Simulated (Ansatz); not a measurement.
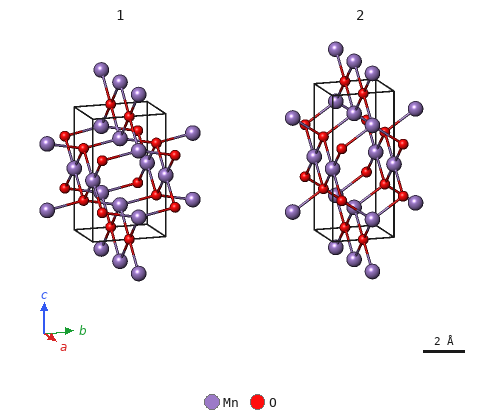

Two geometries of solid MnO (a generated structure, set up in Pmmm) (coarse preliminary run), drawn at one scale. One is the start of a relaxation, the other its converged end. A ball-and-stick model of the cell of the calculation, seen slightly off an axis.

Level of theory: DFT PBE, scalar-relativistic, plane waves, PAW in Ansatz 0.2.0. (plane-wave cutoff 420 eV; k-point mesh 6 × 6 × 4; occupations gaussian; smearing width 0.1 eV; collinear spin; cell and atoms relaxed; force threshold 0.04 eV/Å; at most 70 steps)

> Which one is relaxed?

Structure 1 is the relaxed one. After 16 accepted moves (19 points after the start) the energy has fallen by 1.126 eV per cell of the calculation. The largest force component goes from 0.63 to 0.003 eV/Å. The pressure goes from 17.19 to 0.05 GPa. At 3 points the geometry stayed and the basis and grid were re-selected for the new cell (energy shift of 0.117 eV per cell of the calculation at most each time). The largest moves relative to the cell, 0.31 Å, are those of Mn atoms. Largest moves by element: Mn 0.31 Å, O 0.21 Å. The volume changes by +1.5 %, with a 2.817 → 2.870 Å (+1.9 %), b 3.179 → 3.769 Å (+18.6 %), c 7.346 → 6.175 Å (−15.9 %). Among the contacts that change: Mn–Mn 2.616 → 2.829 Å, Mn–O 1.922 → 2.015 Å, Mn–O 1.922 → 1.942 Å, Mn–O 1.909 → 1.920 Å. Among the angles between lasting bonds that change: O–Mn–O 112.8° → 158.1°, Mn–O–Mn 112.8° → 158.1°, Mn–O–Mn 112.1° → 97.4°. The space group stays Pmmm (No. 47). The run took 8.1 min on 1 thread of Arm Neoverse V1, on a shared host, peak memory 0.51 GiB.

Limits of the set-up: the k-point mesh is coarse for a cell with partly filled bands.
